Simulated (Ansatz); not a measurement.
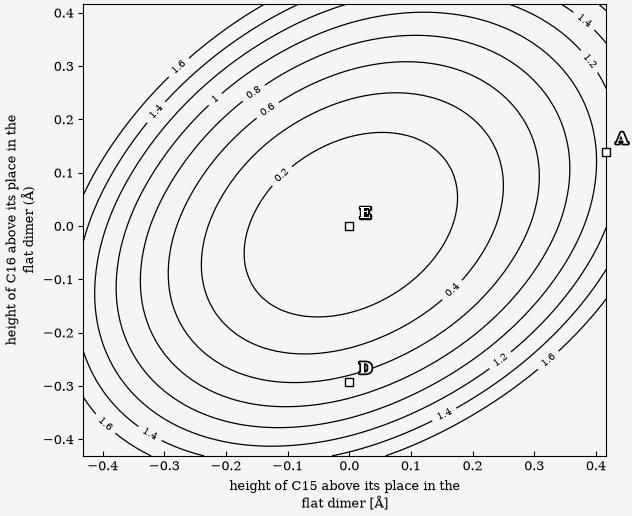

A C(100) slab cut from the Fd-3m phase, its lower face capped with 4 H atoms (20 atoms in the cell). Two atoms of the surface dimers are held at set heights. The first coordinate is: height of C15 above its place in the flat dimer; the second: height of C16 above its place in the flat dimer. Relaxed at each point: all atoms of the upper layers, but for the two heights. The scan uses a 7 × 7 grid; 28 points were computed and 21 follow by symmetry. Points are written as (first, second). Energies: eV, counted from the lowest grid point. The calculation used Ansatz 0.2.0, DFT r2SCAN, scalar-relativistic, plane waves, PAW. Settings: cutoff 500 eV, k-mesh 5×10×1, gaussian smearing 0.05 eV, no spin polarisation.

The picture shows contour lines labelled in eV (none above 1.6), lettered points. Between grid points the surface is interpolated.

### What kind of point is each of D, E: minimum, saddle, maximum or slope?

D: on a slope; E: minimum. (In these two coordinates alone; a stationary point may lie a little off the grid point.)

### Rank the lettered points by energy, lowest first.

E (0.00 eV), D (0.65 eV), A (1.08 eV).
